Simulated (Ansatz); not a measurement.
Consider Ag.

```
CELL_PARAMETERS angstrom
1.43548 -2.48632 0.00000
1.43548 2.48632 0.00000
0.00000 0.00000 19.67612
ATOMIC_POSITIONS crystal
Ag 0.66667 0.33333 0.05932
Ag 0.66667 0.33333 0.53391
Ag 0.33333 0.66667 0.29662
Ag 0.33333 0.66667 0.77121
Ag 0.00000 0.00000 0.41526
Ag 0.00000 0.00000 0.88985
Ag 0.00000 0.00000 0.17797
Ag 0.00000 0.00000 0.65256
```

Space group P3m1; not relaxed (largest force 0.5 eV/Å).

Theory: DFT PBEsol, scalar-relativistic, plane waves, PAW in Ansatz 0.2.0.

> Predict the valence pseudo-density and electron localisation function between the atoms.

Ag–Ag (2.87 Å): the density is about 0.22 e/Å³ at the midpoint; the ELF is about 0.15 at the midpoint; no localised pair shows between them.

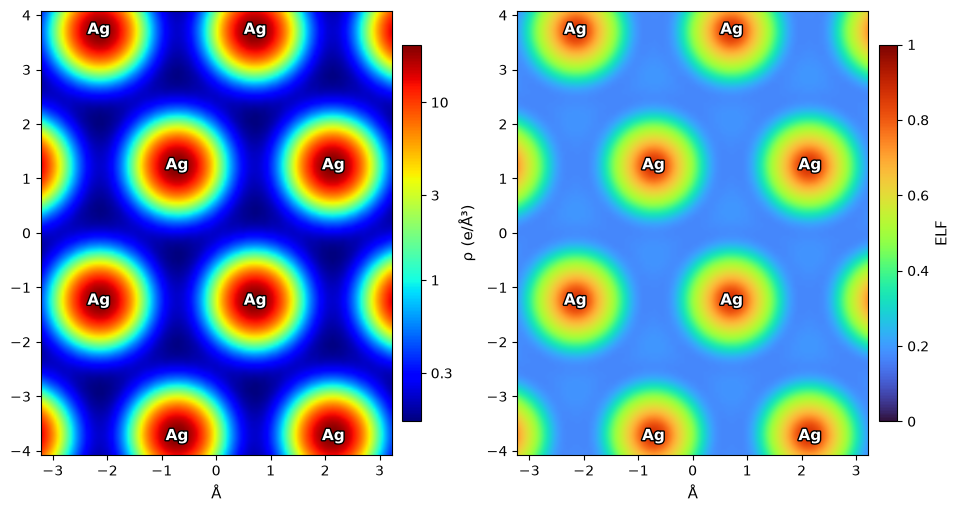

Computed valence pseudo-density and electron localisation function on the (001) plane of the conventional cell, in this order. 

The density is the valence pseudo-density of a PAW calculation; it isn't the true density close to the nuclei.
